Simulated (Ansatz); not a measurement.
## Ge: geometry relaxation

The run: geometry relaxation of Ge (P6₃/mmc, 4 atoms in the cell). Method and program: DFT r2SCAN, scalar-relativistic, plane waves, PAW, no spin polarisation (Ansatz 0.2.0).

The structure derives from a Materials Project entry. Figures and captions count atoms from 1; the log counts them from 0 in places.

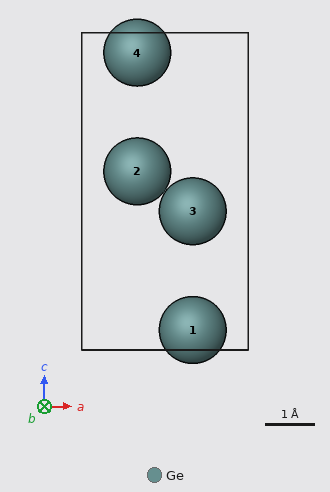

*The input geometry (spheres-only view of the cell of the calculation, along the b axis; atoms are numbered from 1 in the order of the input). An atom can appear more than once, as a periodic image.*

The input
```yaml
crystal:
  lattice:
    - [3.9975858431, 0.0, 0.0]
    - [-1.9987929216, 3.462010894, 0.0]
    - [0.0, 0.0, 6.59937795]
  atoms:
    - { symbol: Ge, position: [0.66666667, 0.33333333, 0.06290125] }
    - { symbol: Ge, position: [0.33333333, 0.66666667, 0.56290125] }
    - { symbol: Ge, position: [0.66666667, 0.33333333, 0.43709875] }
    - { symbol: Ge, position: [0.33333333, 0.66666667, 0.93709875] }
basis:
  ecutwfc: 500
kpoints:
  mp_grid: { grid: [12, 12, 6] }
hamiltonian:
  xc: r2scan
scf:
  occupations: { method: gaussian, width: 0.01 }
output:
  forces: true
  stress: true
  eigenvalues: true
  write_density: true
  write_potential: true
  elf: true
  volumetric_format: npy
relax:
  adjacent_minimum: "off"
  f_tol: 0.005
  max_steps: 80
  cell: { stress_tol: 0.05 }
```

Machine: 1 thread of Intel Xeon (Granite Rapids), 32 GiB of memory available, shared host.

Launched with:
```bash
ansatz run input.yaml --threads 1 --pin off --max-ram 2560MiB --backend cpu --events-out ev --progress --plain --runs-dir out
```

Log
```
Engine: ansatz 0.2.0, x86_64-unknown-linux-gnu
Pseudopotentials: kind: paw
Pseudopotential: Ge, paw, valence charge 14, recommended cutoff 500 eV (meta_gga), Ge.paw.azcp
Functional definition: r2SCAN
  parameter k0 = 0.174
  parameter k1 = 0.065
  parameter a1 = 4.9479
  exchange = r2scan_x(k0 = k0, k1 = k1, a1 = a1)
  correlation = r2scan_c
Crystal: 4 atoms, lattice volume = 91.333 Å³
Basis set: ecut = 500 eV, 2311 PW (Γ), exchange–correlation on 120×120×200 points (64 copies of the dense FFT grid, shifted against one another)
Bands: 34, of which v1, the nominal top of the filled ones, is band 28 counted from 1 (27 counted from 0)
Symmetry: 24 space group operations
Space group: P63/mmc (ITA 194), of the structure as read, at distance tolerance 4.5e-5 Å
k-points: 76 of 864
Non-local potential: Ge, projectors of the file, l = 0: 2, l = 1: 2, l = 2: 3, l = 3: 1
PAW form: soft (Blöchl's): semilocal exchange-correlation on the pseudo side does not see the compensation charge
PAW frozen core: Ge, regenerated for the run's functional (the file was generated under x = pbe(κ = 0.804, μ = 0.2195149727645171), c = pbe(β = 0.06672455060314922))
PAW one-centre angular grid: Ge, 590 points (default); XC on 160 Gauss nodes
Initial density: superposition of atomic densities (neutral atoms: chi_scale 0, normalization atom), corrected by the library's trained network
Initial wavefunctions: pseudopotential atomic-orbital guess
Functional: x = r2scan, c = r2scan; τ floored in thin density (d = 2e-4 eV/Å³)
SCF iter   1: F=—  HF=-17211.537900 eV  |F-HF|=—  |Δ(HF+E_count)|=         —  Δρ=6.45e-3  dr2=1.27e-2  dr2_τ=8.88e-3  ethr=1.77e-3  ⟨swp⟩=6.5  Hψ=9784  notcnv=0
preconditioner: auto → Resta (q_TF=auto, 2.515 Å⁻¹)  ε∞=2.5  [insulator: Δε(μ)=0.054 eV  Ē_g=23.517 eV  σ=0.010 eV  W_gap=1.00  n_scr=22 (ndim 8)  ℏωp=29.1 eV  f_vac=0.073  D(μ)=0.00/eV (n_scr^D=0)  ε∞_Penn≈2.5]
SCF iter   2: F=—  HF=-17211.556773 eV  |F-HF|=—  |Δ(HF+E_count)|=   1.89e-2  Δρ=1.69e-3  dr2=1.08e-3  dr2_τ=4.93e-5  ethr=2.27e-5  ⟨swp⟩=3.0  Hψ=5971  notcnv=0  defer=109
SCF iter   3: F=—  HF=-17211.556884 eV  |F-HF|=—  |Δ(HF+E_count)|=   1.11e-4  Δρ=1.20e-3  dr2=4.71e-4  dr2_τ=5.02e-6  ethr=1.94e-6  ⟨swp⟩=2.0  Hψ=4891  notcnv=0  defer=109
SCF iter   4: F=—  HF=-17211.556973 eV  |F-HF|=—  |Δ(HF+E_count)|=   8.97e-5  Δρ=4.61e-5  dr2=1.42e-6  dr2_τ=7.93e-8  ethr=8.40e-7  ⟨swp⟩=2.0  Hψ=3350  notcnv=0  defer=109
SCF iter   5: F=—  HF=-17211.556972 eV  |F-HF|=—  |Δ(HF+E_count)|=   1.71e-6  Δρ=1.79e-5  dr2=2.49e-7  dr2_τ=4.08e-9  ethr=2.53e-9  ⟨swp⟩=2.0  Hψ=4603  notcnv=0  defer=109
SCF iter   6: F=-17211.556972 eV  HF=-17211.556972 eV  |F-HF|=8.00e-11  |Δ(HF+E_count)|=   1.70e-7  Δρ=2.26e-6  dr2=5.54e-9  dr2_τ=3.05e-10  ethr=1.79e-10  ⟨swp⟩=12.5  Hψ=15681  notcnv=0
SCF 1 converged in 6 iterations: F = -17211.556972 eV  dr2 = 5.54e-9
  greatest PAW one-centre occupation: 0.998 electrons in one spin orbital (limit 2), on the Ge atom at site 3 (counted from 0), in its partial waves of l = 2
relax step   1: F+E_penalty+E_count = -17211.55697186 eV  Δ(F+E_penalty+E_count) = +0.000e0 eV  max|allowed force component| = 2.139e-3 eV/Å  Δτ_max = 0.0000 Å  P = -0.037 GPa  Ω = 91.333 Å³  (6 SCF iters, dr2 threshold 1.00e-7 eV, accepted)
Crystal: 4 atoms, lattice volume = 91.289 Å³
Initial density: handed on by an earlier stage of this run
Initial wavefunctions: those handed on with the density
iter 1 solved again at ethr=2.24e-8 eV; its pass at ethr=3.10e-3 eV (dr2=1.26e-5 eV) is discarded
SCF iter   1: F=—  HF=-17211.556928 eV  |F-HF|=—  |Δ(HF+E_count)|=         —  Δρ=1.44e-4  dr2=1.35e-5  dr2_τ=2.81e-5  ethr=2.24e-8  ⟨swp⟩=3.4  Hψ=13874  notcnv=0
preconditioner: auto → Resta (q_TF=auto, 2.515 Å⁻¹)  ε∞=2.5  [insulator: Δε(μ)=0.110 eV  Ē_g=23.373 eV  σ=0.010 eV  W_gap=1.00  n_scr=22 (ndim 8)  ℏωp=29.1 eV  f_vac=0.073  D(μ)=0.00/eV (n_scr^D=0)  ε∞_Penn≈2.5]
SCF iter   2: F=—  HF=-17211.556990 eV  |F-HF|=—  |Δ(HF+E_count)|=   6.15e-5  Δρ=8.58e-5  dr2=5.04e-6  dr2_τ=1.65e-8  ethr=2.24e-8  ⟨swp⟩=2.0  Hψ=3192  notcnv=0
SCF iter   3: F=—  HF=-17211.556989 eV  |F-HF|=—  |Δ(HF+E_count)|=   6.19e-7  Δρ=1.36e-5  dr2=1.70e-7  dr2_τ=5.95e-9  ethr=8.99e-9  ⟨swp⟩=2.0  Hψ=3177  notcnv=0
SCF iter   4: F=—  HF=-17211.556989 eV  |F-HF|=—  |Δ(HF+E_count)|=   5.81e-9  Δρ=6.36e-6  dr2=4.56e-8  dr2_τ=1.69e-10  ethr=3.04e-10  ⟨swp⟩=2.3  Hψ=4741  notcnv=0
SCF iter   5: F=-17211.556989 eV  HF=-17211.556989 eV  |F-HF|=6.56e-9  |Δ(HF+E_count)|=  2.04e-10  Δρ=2.51e-6  dr2=5.98e-9  dr2_τ=6.32e-11  ethr=3.25e-11  ⟨swp⟩=7.0  Hψ=13844  notcnv=0
SCF 2 converged in 5 iterations: F = -17211.556989 eV  dr2 = 5.98e-9
  greatest PAW one-centre occupation: 0.998 electrons in one spin orbital (limit 2), on the Ge atom at site 2 (counted from 0), in its partial waves of l = 2
relax step   2: F+E_penalty+E_count = -17211.55698937 eV  Δ(F+E_penalty+E_count) = -1.751e-5 eV  max|allowed force component| = 1.028e-2 eV/Å  Δτ_max = 0.0013 Å  P = -0.006 GPa  Ω = 91.289 Å³  energy of the carried Pulay correction = +1.389e-5 eV  (5 SCF iters, dr2 threshold 1.82e-8 eV, accepted)
Crystal: 4 atoms, lattice volume = 91.291 Å³
iter 1 solved again at ethr=5.32e-9 eV; its pass at ethr=3.10e-3 eV (dr2=2.98e-6 eV) is discarded
SCF iter   1: F=—  HF=-17211.557003 eV  |F-HF|=—  |Δ(HF+E_count)|=         —  Δρ=7.81e-5  dr2=3.26e-6  dr2_τ=8.56e-6  ethr=5.32e-9  ⟨swp⟩=2.9  Hψ=12769  notcnv=0
preconditioner: auto → Resta (q_TF=auto, 2.515 Å⁻¹)  ε∞=2.5  [insulator: Δε(μ)=0.095 eV  Ē_g=23.373 eV  σ=0.010 eV  W_gap=1.00  n_scr=22 (ndim 8)  ℏωp=29.1 eV  f_vac=0.073  D(μ)=0.00/eV (n_scr^D=0)  ε∞_Penn≈2.5]
SCF iter   2: F=—  HF=-17211.557020 eV  |F-HF|=—  |Δ(HF+E_count)|=   1.73e-5  Δρ=4.68e-5  dr2=1.27e-6  dr2_τ=4.58e-9  ethr=5.32e-9  ⟨swp⟩=2.9  Hψ=4712  notcnv=0
SCF iter   3: F=—  HF=-17211.557020 eV  |F-HF|=—  |Δ(HF+E_count)|=   1.17e-7  Δρ=6.65e-6  dr2=3.67e-8  dr2_τ=1.42e-9  ethr=2.27e-9  ⟨swp⟩=2.0  Hψ=3177  notcnv=0
SCF iter   4: F=-17211.557020 eV  HF=-17211.557020 eV  |F-HF|=2.14e-9  |Δ(HF+E_count)|=   1.25e-9  Δρ=3.00e-6  dr2=9.98e-9  dr2_τ=3.70e-11  ethr=2.12e-11  ⟨swp⟩=7.1  Hψ=13857  notcnv=0
SCF 3 converged in 4 iterations: F = -17211.557020 eV  dr2 = 9.98e-9
relax step   3: F+E_penalty+E_count = -17211.55702032 eV  Δ(F+E_penalty+E_count) = -3.095e-5 eV  max|allowed force component| = 1.300e-3 eV/Å  Δτ_max = 0.0007 Å  P = -0.005 GPa  Ω = 91.291 Å³  energy of the carried Pulay correction = +1.336e-5 eV  (4 SCF iters, dr2 threshold 1.19e-8 eV, accepted)
Initial wavefunctions: pseudopotential atomic-orbital guess (no wavefunctions were taken with the density)
iter 1 solved again at ethr=2.41e-7 eV; its pass at ethr=3.10e-3 eV (dr2=1.35e-4 eV) is discarded
SCF iter   1: F=—  HF=-17211.557010 eV  |F-HF|=—  |Δ(HF+E_count)|=         —  Δρ=1.83e-5  dr2=1.66e-8  dr2_τ=7.19e-10  ethr=2.41e-7  ⟨swp⟩=3.0  Hψ=15598  notcnv=0
eigensolver tolerance schedule: the retry pair's looser diagonalisation over-reported the residual by 8140.78 of it (diagonalisation noise at 1.72 of the residual, at the tolerance the schedule requests for it); recorded, not acted on — ethr = c·dr2/N_el stays at c = 1.0e-1
preconditioner: auto → Resta (q_TF=auto, 2.515 Å⁻¹)  ε∞=2.5  [insulator: Δε(μ)=0.097 eV  Ē_g=23.373 eV  σ=0.010 eV  W_gap=1.00  n_scr=22 (ndim 8)  ℏωp=29.1 eV  f_vac=0.073  D(μ)=0.00/eV (n_scr^D=0)  ε∞_Penn≈2.5]
SCF iter   2: F=—  HF=-17211.557007 eV  |F-HF|=—  |Δ(HF+E_count)|=   3.47e-6  Δρ=9.24e-6  dr2=4.96e-9  dr2_τ=1.40e-8  ethr=2.96e-11  ⟨swp⟩=3.4  Hψ=6485  notcnv=0
SCF iter   3: F=—  HF=-17211.557006 eV  |F-HF|=—  |Δ(HF+E_count)|=   1.06e-6  Δρ=3.38e-6  dr2=9.45e-10  dr2_τ=1.84e-9  ethr=8.86e-12  ⟨swp⟩=2.0  Hψ=4704  notcnv=0
SCF iter   4: F=—  HF=-17211.557006 eV  |F-HF|=—  |Δ(HF+E_count)|=   1.59e-7  Δρ=3.75e-7  dr2=6.94e-11  dr2_τ=7.68e-12  ethr=1.69e-12  ⟨swp⟩=2.0  Hψ=3192  notcnv=0
SCF iter   5: F=-17211.557006 eV  HF=-17211.557006 eV  |F-HF|=4.73e-11  |Δ(HF+E_count)|=  5.93e-10  Δρ=7.19e-8  dr2=3.12e-12  dr2_τ=4.62e-13  ethr=1.00e-12  ⟨swp⟩=5.1  Hψ=11421  notcnv=0
SCF 4 converged in 5 iterations: F = -17211.557006 eV  dr2 = 3.12e-12
relax step   4: F+E_penalty+E_count = -17211.55700566 eV  Δ(F+E_penalty+E_count) = +1.466e-5 eV  max|allowed force component| = 1.287e-3 eV/Å  Δτ_max = 0.0000 Å  P = -0.005 GPa  Ω = 91.291 Å³  stress off target by 7.80e-3 GPa  SCF on the basis re-selected at this cell (its energy is not comparable with the rows above)  (5 SCF iters)
```

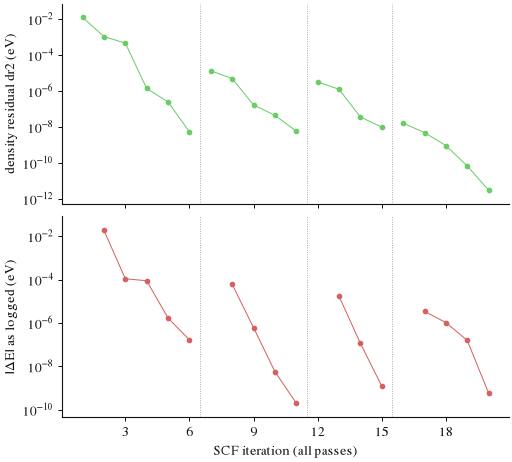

*Convergence of the self-consistent field: density residual dr2 and size of the energy change against the SCF iteration. The dotted lines part the SCF passes of the relaxation: geometry steps, rejected trials and re-solves on a re-selected basis.*

The passes take 6, 5, 4 and 5 iterations.

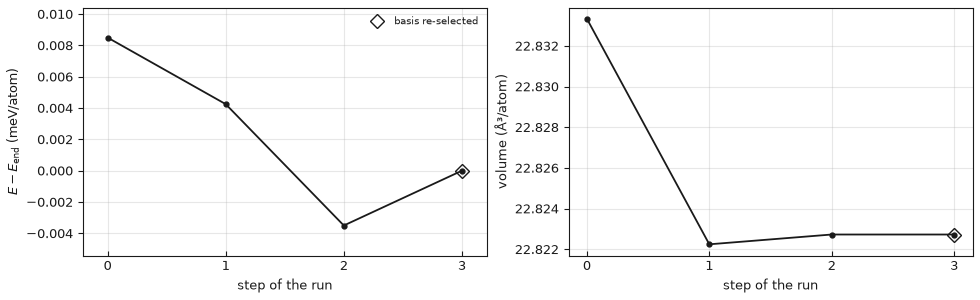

*Progress of the relaxation, step by step (the first geometry is step 0 here and step 1 in the log).*

No atom moves by more than 0.005 Å relative to the cell. The space group stays P6_3/mmc (No. 194). Over 2 geometry steps the energy falls by next to nothing (0.0 meV per atom). The largest force component goes from 0.0021 to 0.0013 eV/Å. Pressure: −0.04 GPa at the start and −0.01 GPa at the end. A last SCF at the same geometry on a re-selected plane-wave basis shifts the energy by +0.0 meV per atom. (Atoms are counted from 1 in the order of the input.)

```
basis re-selected at this cell: Δ(F+E_penalty+E_count) = +1.466e-5 eV, ΔP = -0.000 GPa vs the last step (what re-selecting the basis moved, of the pressure what is left beyond the Pulay correction that the steps carried, after the strain that the cell walked since its last selection, with what the two solves' SCF thresholds leave and, on support functions, any second-order correction that the steps lacked; it is no measure of the basis error at this ecutwfc). This SCF's stress stands 7.80e-3 GPa from its target on what of the cell is left free (relax.cell.stress_tol is 5.00e-2 GPa) and its largest allowed force component is 1.29e-3 eV/Å (relax.f_tol is 5.00e-3 eV/Å): within both
SCF converged after 5 iterations
Free energy (F): -17211.557006 eV
Harris-Foulkes:  -17211.557006 eV  (|F-HF|=4.73e-11)
Internal energy: -17211.557006 eV  (E = F + TS)
E sigma→0 (E₀):  -17211.557006 eV
Fermi energy:    8.500750 eV
--- Per-component energies (eV) ---
  E_band       = -640.657379
  E_kinetic    = 444.005151
  E_local      = -9925.748212  (includes V_loc(G=0)·N_el)
  E_nonlocal   = 1680.098435
  E_hartree    = 4360.095431
  E_xc         = -276.357117
  E_vxc        = -271.552590  (∫ρ·V_xc dr)
  E_paw        = -8136.685550  (= ΣΔE_a)
  E_vpaw       = -1302.895348  (= ΣTr[D̂ρ^β])
  E_aug_tail   = 0.000066  (compensation charges beyond the density's cutoff)
  E_vtau       = 15.244375  (kinetic-family band-sum trace: ∫τ·v_τ [+ j·A + Jᵃ·Aᵃ] dr)
  E_ewald      = -5352.622147
  E_core_change = -4.343063  (= ΣΔE_core)
  E_smearing   = -0.000000  (= −TS)
  E_closure    = 0.000000  (closes the sum)
  Σ components = -17211.557006   (vs F -17211.557006, Δ=0.00e0)
--- Forces (eV/Å), atoms counted from 1 ---
  atom   1  Ge    -0.00000000     0.00000000    -0.00128750
  atom   2  Ge     0.00000000    -0.00000000    -0.00128750
  atom   3  Ge    -0.00000000     0.00000000     0.00128750
  atom   4  Ge     0.00000000    -0.00000000     0.00128750
  max |Σ_I F_I| component: 1.16e-17 eV/Å
--- Stress (GPa, compression-positive) ---
       -0.007796       0.000000       0.000000
       -0.000000      -0.007796       0.000000
        0.000000       0.000000      -0.000574
  P = ⅓ Tr σ = -0.0054 GPa (-0.054 kbar)
--- Band table (eV; the first three rows and the last of 76) ---
  k-point 0: bands = ["-17.1721", "-17.1721", "-17.1319", "-17.1316", "-17.1316", "-17.1190", "-17.1038", "-17.1038", "-17.0483", "-17.0483", "-16.9155", "-16.9155", "-16.9062", "-16.8905", "-16.8847", "-16.8847", "-16.8611", "-16.8611", "-16.8334", "-16.8334", "-4.9759", "-2.8376", "0.4497", "6.7743", "6.7743", "8.1520", "8.4517", "8.4517", "8.5491", "8.7288", "10.7610", "10.7610", "11.2628", "13.1616"]
  k-point 1: bands = ["-17.1701", "-17.1701", "-17.1363", "-17.1363", "-17.1308", "-17.1195", "-17.0987", "-17.0987", "-17.0521", "-17.0521", "-16.9128", "-16.9128", "-16.9056", "-16.8919", "-16.8862", "-16.8862", "-16.8593", "-16.8593", "-16.8352", "-16.8352", "-4.8883", "-3.1150", "0.9052", "6.6909", "6.8517", "6.8517", "8.2665", "8.2665", "8.6398", "9.8274", "10.9490", "10.9490", "11.3837", "12.9613"]
  k-point 2: bands = ["-17.1644", "-17.1644", "-17.1457", "-17.1457", "-17.1277", "-17.1212", "-17.0877", "-17.0877", "-17.0619", "-17.0619", "-16.9060", "-16.9060", "-16.9034", "-16.8954", "-16.8908", "-16.8908", "-16.8541", "-16.8541", "-16.8402", "-16.8402", "-4.6290", "-3.6707", "1.9906", "4.9932", "7.0774", "7.0774", "7.8600", "7.8600", "8.9070", "9.8122", "11.3869", "11.3869", "12.4862", "12.4862"]
  k-point 75: bands = ["-17.1879", "-17.1879", "-17.1643", "-17.1643", "-17.0957", "-17.0957", "-17.0253", "-17.0253", "-16.9998", "-16.9998", "-16.9829", "-16.9829", "-16.9442", "-16.9442", "-16.9130", "-16.9130", "-16.8376", "-16.8376", "-16.8091", "-16.8091", "-1.7153", "-1.7153", "-0.1127", "-0.1127", "3.8891", "3.8891", "6.1880", "6.1880", "9.8582", "9.8582", "12.7545", "12.7545", "14.5471", "14.5471"]
--- Relaxed structure (3 steps of the walk, 3 accepted, 1 SCFs on fresh bases) ---
  F+E_penalty+E_count = -17211.55700566 eV   max|allowed force component| = 1.287e-3 eV/Å   (the final SCF, on the basis selected at the relaxed cell)
  cell:  # Å, volume = 91.2909 Å³
    - [3.9956487013408006, 2.8853515093949674e-11, 0.0]
    - [-1.997824350695388, 3.460333279945008, 0.0]
    - [0.0, 0.0, 6.602710959356186]
  atoms:
    - { symbol: Ge, position: [0.6666666666666666, 0.3333333333333333, 0.06298143396579967] }
    - { symbol: Ge, position: [0.3333333333333333, 0.6666666666666665, 0.5629814339657997] }
    - { symbol: Ge, position: [0.6666666666666666, 0.3333333333333333, 0.43701856603420025] }
    - { symbol: Ge, position: [0.3333333333333333, 0.6666666666666665, 0.9370185660342003] }
```

Trajectory as extended XYZ (Å, eV, eV/Å), 4 frames, from step=1 to step=4
```
4
Lattice="3.9976 0.0000 0.0000 -1.9988 3.4620 0.0000 0.0000 0.0000 6.5994" Properties=species:S:1:pos:R:3:forces:R:3 step=1 energy=-17211.55697 pressure_GPa=-0.04
Ge    1.9988    1.1540    0.4151    0.0000   0.0000   0.0021
Ge    0.0000    2.3080    3.7148    0.0000   0.0000   0.0021
Ge    1.9988    1.1540    2.8846    0.0000   0.0000  -0.0021
Ge    0.0000    2.3080    6.1843    0.0000   0.0000  -0.0021
4
Lattice="3.9944 0.0000 0.0000 -1.9972 3.4593 0.0000 0.0000 0.0000 6.6066" Properties=species:S:1:pos:R:3:forces:R:3 step=2 energy=-17211.55699 pressure_GPa=-0.01
Ge    1.9972    1.1531    0.4168    0.0000   0.0000  -0.0103
Ge    0.0000    2.3062    3.7201    0.0000   0.0000  -0.0103
Ge    1.9972    1.1531    2.8865    0.0000   0.0000   0.0103
Ge    0.0000    2.3062    6.1898    0.0000   0.0000   0.0103
4
Lattice="3.9956 0.0000 0.0000 -1.9978 3.4603 0.0000 0.0000 0.0000 6.6027" Properties=species:S:1:pos:R:3:forces:R:3 step=3 energy=-17211.55702 pressure_GPa=-0.01
Ge    1.9978    1.1534    0.4158    0.0000   0.0000  -0.0013
Ge    0.0000    2.3069    3.7172    0.0000   0.0000  -0.0013
Ge    1.9978    1.1534    2.8855    0.0000   0.0000   0.0013
Ge    0.0000    2.3069    6.1869    0.0000   0.0000   0.0013
4
Lattice="3.9956 0.0000 0.0000 -1.9978 3.4603 0.0000 0.0000 0.0000 6.6027" Properties=species:S:1:pos:R:3:forces:R:3 step=4 energy=-17211.55701 pressure_GPa=-0.01
Ge    1.9978    1.1534    0.4158    0.0000   0.0000  -0.0013
Ge    0.0000    2.3069    3.7172    0.0000   0.0000  -0.0013
Ge    1.9978    1.1534    2.8855    0.0000   0.0000   0.0013
Ge    0.0000    2.3069    6.1869    0.0000   0.0000   0.0013
```

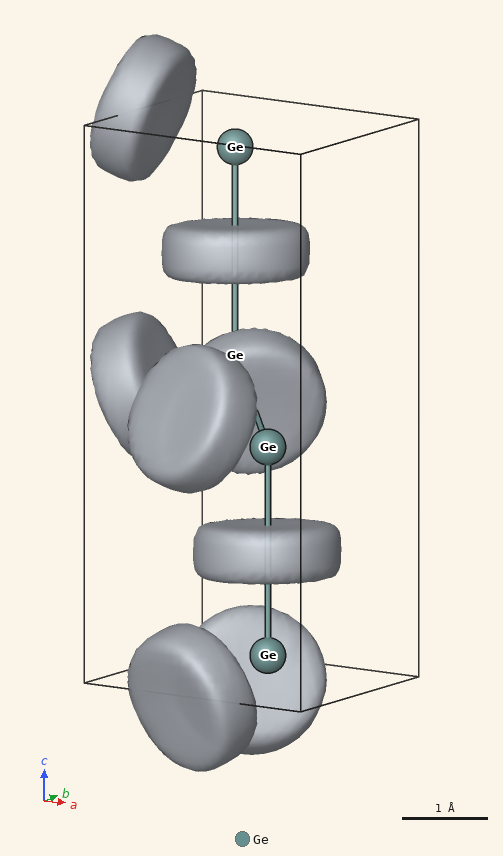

*Isosurface of the ELF at 0.55 (grey), seen slightly off an axis. Only the valence region is drawn (cores and ρ < 0.01 e/Å³ removed). Sticks mark near contacts. The outline is the cell set on symmetry axes.*

Along the contacts the grid gives the following. Ge–Ge (2.45 Å): the ELF peaks at about 0.80 between the atoms (a covalent bond). Core electrons are frozen (PAW), so the fields are smoothed inside the atomic spheres.

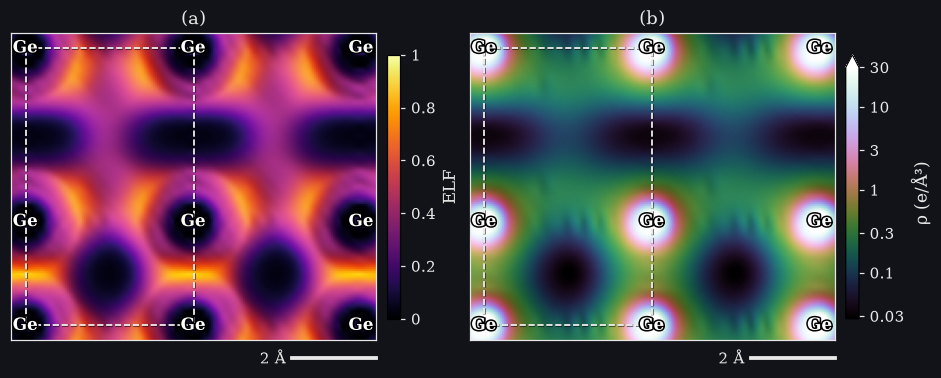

*(a) ELF; (b) valence pseudo-density on the (010) plane of the conventional cell.*

Atoms in the plane: Ge. Ge–Ge (2.47 Å): the density is about 0.49 e/Å³ at the midpoint; the ELF peaks at about 0.80 between the atoms, which marks a covalent bond. Away from the nuclei the density in this plane falls to 0.03 e/Å³ at its lowest.

Summary

| quantity | value |
| --- | --- |
| outcome | converged |
| space group (tolerance 0.01 Å) | P6₃/mmc (194) |
| electrons treated | 56 |
| free energy | −17211.5570 eV |
| Fermi energy | 8.501 eV |
| gap on the k-point mesh | 0.10 eV |
| pressure | −0.01 GPa |
| final volume | 91.29 Å³ |
| largest force (length of the vector) at the end | 0.001 eV/Å |
| final cell | a = 3.996 Å, b = 3.996 Å, c = 6.603 Å, α = 90.00°, β = 90.00°, γ = 120.00° |
| wall time | 60 s |
| peak memory | 0.75 GiB |
